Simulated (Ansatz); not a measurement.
# Two runs on NbSi

System: NbSi (2 atoms in the cell).
Method of run 1: Kohn-Sham DFT of a periodic cell, PBE0, Ansatz PAW, no spin polarisation (Ansatz 0.2.0).

The structure was built on a prototype by a generator; it need not be a known phase. Text and figures count atoms from 1; the logs count them from 0 in places.

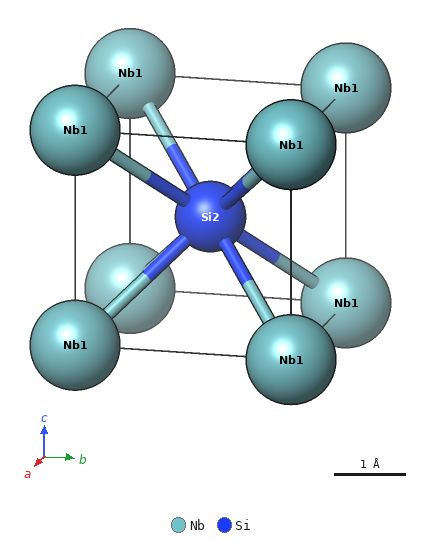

Figure 1. The starting structure (ball-and-stick view of the cell of the calculation, seen slightly off an axis; atoms are numbered from 1 in the order of the input). An atom can appear more than once, as a periodic image. Near neighbours in the periodic cell (some may lie outside the picture): Nb has 8 Si at 2.73 Å; Si has 8 Nb at 2.73 Å.

## The input, run 1
```yaml
crystal:
  lattice:
    - [3.15644, 0.0, 0.0]
    - [0.0, 3.15644, 0.0]
    - [0.0, 0.0, 3.15644]
  atoms:
    - { symbol: Nb, position: [0.0, 0.0, 0.0] }
    - { symbol: Si, position: [0.5, 0.5, 0.5] }
hamiltonian:
  xc: pbe0
  pseudopotentials: { kind: paw }
kpoints:
  mp_grid: { grid: [4, 4, 4] }
scf:
  occupations: { method: fermi_dirac, width: 0.05 }
output:
  forces: true
  stress: true
  eigenvalues: true
relax:
  f_tol: 0.01
  max_steps: 40
  cell: { stress_tol: 0.05 }
```

Hardware: 1 × NVIDIA H100 80GB HBM3, 2 threads of AMD EPYC (Zen 3), 144 GiB of memory available, shared host.

## Output, shortened to warnings, some set-up lines, iterations and results (run 1)
```
Basis set: ecut = 420 eV, 619 PW (Γ), exchange–correlation on 48×48×48 points (8 copies of the dense FFT grid, shifted against one another)
Symmetry: 48 space group operations
k-points: 10 of 64
Initial density: superposition of atomic densities (neutral atoms: chi_scale 0, normalization atom), corrected by the library's trained network
[...]
SCF iter   1: F=—  HF=-5188.258364 eV  |F-HF|=—  |Δ(HF+E_count)|=         —  Δρ=4.07e-3  dr2=4.02e-3  ethr=1.77e-3  ⟨swp⟩=5.4  Hψ=518  notcnv=0
SCF iter   2: F=—  HF=-5188.258223 eV  |F-HF|=—  |Δ(HF+E_count)|=   1.41e-4  Δρ=1.94e-3  dr2=7.48e-4  ethr=2.36e-5  ⟨swp⟩=3.2  Hψ=288  notcnv=0
SCF iter   3: F=—  HF=-5188.258330 eV  |F-HF|=—  |Δ(HF+E_count)|=   1.07e-4  Δρ=2.06e-4  dr2=5.03e-6  ethr=3.04e-8  ⟨swp⟩=3.9  Hψ=536  notcnv=0
SCF iter   4: F=—  HF=-5188.258334 eV  |F-HF|=—  |Δ(HF+E_count)|=   3.61e-6  Δρ=2.23e-5  dr2=1.73e-7  ethr=2.96e-8  ⟨swp⟩=2.1  Hψ=221  notcnv=0
SCF iter   5: F=—  HF=-5188.258333 eV  |F-HF|=—  |Δ(HF+E_count)|=   1.07e-8  Δρ=6.36e-6  dr2=4.34e-9  ethr=1.02e-9  ⟨swp⟩=3.7  Hψ=265  notcnv=0
[... 75 lines ...]
SCF 12 converged in 4 iterations: F = -5190.381631 eV  dr2 = 4.59e-12
SCF iter   1: F=—  HF=-5190.381631 eV  |F-HF|=—  |Δ(HF+E_count)|=         —  Δρ=1.25e-7  dr2=3.68e-12  ethr=1.18e-12  ⟨swp⟩=13.1  Hψ=649  notcnv=0
SCF iter   2: F=-5190.381631 eV  HF=-5190.381631 eV  |F-HF|=0.00e0  |Δ(HF+E_count)|=    0.00e0  Δρ=2.81e-8  dr2=1.06e-13  ethr=1.00e-12  ⟨swp⟩=2.0  Hψ=216  notcnv=0
SCF 13 converged in 2 iterations: F = -5190.381631 eV  dr2 = 1.06e-13
relax step   4: F+E_penalty+E_count = -5190.38163106 eV  Δ(F+E_penalty+E_count) = +2.111e-5 eV  max|allowed force component| = 4.524e-25 eV/Å  Δτ_max = 0.0000 Å  P = -0.020 …
basis re-selected at this cell: Δ(F+E_penalty+E_count) = +2.111e-5 eV, ΔP = -0.002 GPa vs the last step (what re-selecting the basis moved, of the pressure what is left beyond the Pulay correction that the steps carried, after the strain that the cell walked since its last selection, with what the …
hybrid SCF converged: 2 outer / 6 inner (+0 warm-up), last move |dexx| = 3.41e-13 eV, tail = 2.44e-13 eV
Stability not checked: this state was not tested for a lower state beside it, because the functional holds exact exchange (a hybrid, or Hartree-Fock), whose exchange loop this test does not read (fock_operator; see scf.lower_state_search)
Free energy (F): -5190.381631 eV
Frozen-core exchange: fock
Harris-Foulkes:  -5190.381631 eV  (|F-HF|=0.00e0)
Internal energy: -5190.368524 eV  (E = F + TS)
E sigma→0 (E₀):  -5190.375078 eV
Entropy (-TS):   -0.013107 eV (-6.553 meV/atom)
Fermi energy:    15.266500 eV
--- Per-component energies (eV) ---
  E_band       = -101.384128
  E_kinetic    = 436.580393
  E_local      = -841.613994  (includes V_loc(G=0)·N_el)
  E_nonlocal   = 143.759894
  E_hartree    = 281.667977
  E_xc         = -179.635689
  E_vxc        = -202.424913  (∫ρ·V_xc dr)
  E_exx        = -48.609594  (= α·E_x^exact, valence–valence)
  E_paw        = -3591.284895  (= ΣΔE_a)
  E_vpaw       = -103.802285  (= ΣTr[D̂ρ^β])
  E_aug_tail   = 0.000012  (compensation charges beyond the density's cutoff)
  E_ewald      = -1390.768310
  E_core_change = -0.464319  (= ΣΔE_core)
  E_smearing   = -0.013107  (= −TS)
  E_closure    = 0.000000  (closes the sum)
  Σ components = -5190.381631   (vs F -5190.381631, Δ=-9.09e-13)
--- Forces (eV/Å), atoms counted from 1 ---
  atom   1  Nb     0.00000000     0.00000000    -0.00000000
  atom   2  Si    -0.00000000    -0.00000000     0.00000000
  max |Σ_I F_I| component: 8.87e-25 eV/Å
--- Stress (GPa, compression-positive) ---
       -0.020102       0.000000       0.000000
        0.000000      -0.020102      -0.000000
        0.000000      -0.000000      -0.020102
  P = ⅓ Tr σ = -0.0201 GPa (-0.201 kbar)
--- Relaxed structure (3 steps of the walk, 2 accepted, 1 SCFs on fresh bases) ---
  F+E_penalty+E_count = -5190.38163106 eV   max|allowed force component| = 4.524e-25 eV/Å   (the final SCF, on the basis selected at the relaxed cell)
  cell:  # Å, volume = 31.2290 Å³
[...]
```

Run 2 used a changed input.

## The two runs side by side

```tsv
quantity	run 1	run 2
outcome	converged	converged
free energy per atom (eV)	−2595.1908	−2569.7782
energy per atom, smearing taken to zero (eV)	−2595.1875	−2569.7749
gap on the mesh (eV)	0.00	0.00
pressure (GPa)	−0.02	−0.01
volume per atom (Å³)	15.61	15.35
largest force (eV/Å)	0.000	0.000
irreducible k-points	10	10
wall time (shared host)	30 s	21 s
```

What was changed in the input?

The change (lines with − go, lines with + come):
```diff
-  xc: pbe0
+  xc: { exchange: pbesol, correlation: pbesol, exx: { coeff: 0.25 } }
```

The total energies belong to different methods, so their difference says nothing on which is more stable or more accurate. The volume per atom goes from 15.61 to 15.35 Å³.

## Output, shortened to warnings, some set-up lines, iterations and results (run 2)
```
Basis set: ecut = 420 eV, 619 PW (Γ), exchange–correlation on 48×48×48 points (8 copies of the dense FFT grid, shifted against one another)
Symmetry: 48 space group operations
k-points: 10 of 64
Initial density: superposition of atomic densities (neutral atoms: chi_scale 0, normalization atom), corrected by the library's trained network
[...]
SCF iter   1: F=—  HF=-5117.234608 eV  |F-HF|=—  |Δ(HF+E_count)|=         —  Δρ=4.35e-3  dr2=4.47e-3  ethr=1.77e-3  ⟨swp⟩=5.4  Hψ=518  notcnv=0
SCF iter   2: F=—  HF=-5117.234744 eV  |F-HF|=—  |Δ(HF+E_count)|=   1.36e-4  Δρ=2.85e-3  dr2=2.62e-3  ethr=2.63e-5  ⟨swp⟩=3.1  Hψ=262  notcnv=0  defer=1
SCF iter   3: F=—  HF=-5117.234405 eV  |F-HF|=—  |Δ(HF+E_count)|=   3.39e-4  Δρ=4.53e-4  dr2=3.92e-5  ethr=2.20e-7  ⟨swp⟩=3.4  Hψ=513  notcnv=0
SCF iter   4: F=—  HF=-5117.234399 eV  |F-HF|=—  |Δ(HF+E_count)|=   6.47e-6  Δρ=9.90e-5  dr2=7.96e-7  ethr=2.20e-7  ⟨swp⟩=3.0  Hψ=244  notcnv=0
SCF iter   5: F=—  HF=-5117.234399 eV  |F-HF|=—  |Δ(HF+E_count)|=   4.03e-7  Δρ=1.33e-5  dr2=5.66e-8  ethr=4.68e-9  ⟨swp⟩=3.2  Hψ=270  notcnv=0
[... 98 lines ...]
SCF 14 converged in 6 iterations: F = -5139.556325 eV  dr2 = 1.21e-12
SCF iter   1: F=—  HF=-5139.556325 eV  |F-HF|=—  |Δ(HF+E_count)|=         —  Δρ=1.09e-7  dr2=1.76e-12  ethr=1.18e-12  ⟨swp⟩=12.2  Hψ=618  notcnv=1
SCF iter   2: F=-5139.556325 eV  HF=-5139.556325 eV  |F-HF|=0.00e0  |Δ(HF+E_count)|=  9.09e-13  Δρ=5.03e-8  dr2=2.73e-13  ethr=1.00e-12  ⟨swp⟩=2.0  Hψ=216  notcnv=0
SCF 15 converged in 2 iterations: F = -5139.556325 eV  dr2 = 2.73e-13
relax step   5: F+E_penalty+E_count = -5139.55632472 eV  Δ(F+E_penalty+E_count) = +1.070e-4 eV  max|allowed force component| = 6.570e-26 eV/Å  Δτ_max = 0.0000 Å  P = -0.007 …
basis re-selected at this cell: Δ(F+E_penalty+E_count) = +1.070e-4 eV, ΔP = -0.006 GPa vs the last step (what re-selecting the basis moved, of the pressure what is left beyond the Pulay correction that the steps carried, after the strain that the cell walked since its last selection, with what the …
hybrid SCF converged: 2 outer / 8 inner (+0 warm-up), last move |dexx| = 5.26e-13 eV, tail = 6.18e-13 eV
Stability not checked: this state was not tested for a lower state beside it, because the functional holds exact exchange (a hybrid, or Hartree-Fock), whose exchange loop this test does not read (fock_operator; see scf.lower_state_search)
Free energy (F): -5139.556325 eV
Frozen-core exchange: fock
Harris-Foulkes:  -5139.556325 eV  (|F-HF|=0.00e0)
Internal energy: -5139.543210 eV  (E = F + TS)
E sigma→0 (E₀):  -5139.549767 eV
Entropy (-TS):   -0.013115 eV (-6.557 meV/atom)
Fermi energy:    15.477642 eV
--- Per-component energies (eV) ---
  E_band       = -97.301333
  E_kinetic    = 437.667341
  E_local      = -833.987620  (includes V_loc(G=0)·N_el)
  E_nonlocal   = 146.038343
  E_hartree    = 279.014750
  E_xc         = -179.081269
  E_vxc        = -202.661029  (∫ρ·V_xc dr)
  E_exx        = -48.700729  (= α·E_x^exact, valence–valence)
  E_paw        = -3541.422332  (= ΣΔE_a)
  E_vpaw       = -104.986423  (= ΣTr[D̂ρ^β])
  E_aug_tail   = 0.000018  (compensation charges beyond the density's cutoff)
  E_ewald      = -1398.772710
  E_core_change = -0.299002  (= ΣΔE_core)
  E_smearing   = -0.013115  (= −TS)
  E_closure    = 0.000000  (closes the sum)
  Σ components = -5139.556325   (vs F -5139.556325, Δ=0.00e0)
--- Forces (eV/Å), atoms counted from 1 ---
  atom   1  Nb     0.00000000    -0.00000000    -0.00000000
  atom   2  Si     0.00000000    -0.00000000    -0.00000000
  max |Σ_I F_I| component: 3.23e-25 eV/Å
--- Stress (GPa, compression-positive) ---
       -0.007416      -0.000000       0.000000
       -0.000000      -0.007416       0.000000
        0.000000       0.000000      -0.007416
  P = ⅓ Tr σ = -0.0074 GPa (-0.074 kbar)
--- Relaxed structure (4 steps of the walk, 3 accepted, 1 SCFs on fresh bases) ---
  F+E_penalty+E_count = -5139.55632472 eV   max|allowed force component| = 6.570e-26 eV/Å   (the final SCF, on the basis selected at the relaxed cell)
  cell:  # Å, volume = 30.6959 Å³
[...]
```

For both runs: The k-point mesh is coarse for a cell of this size, so the results may not be converged.
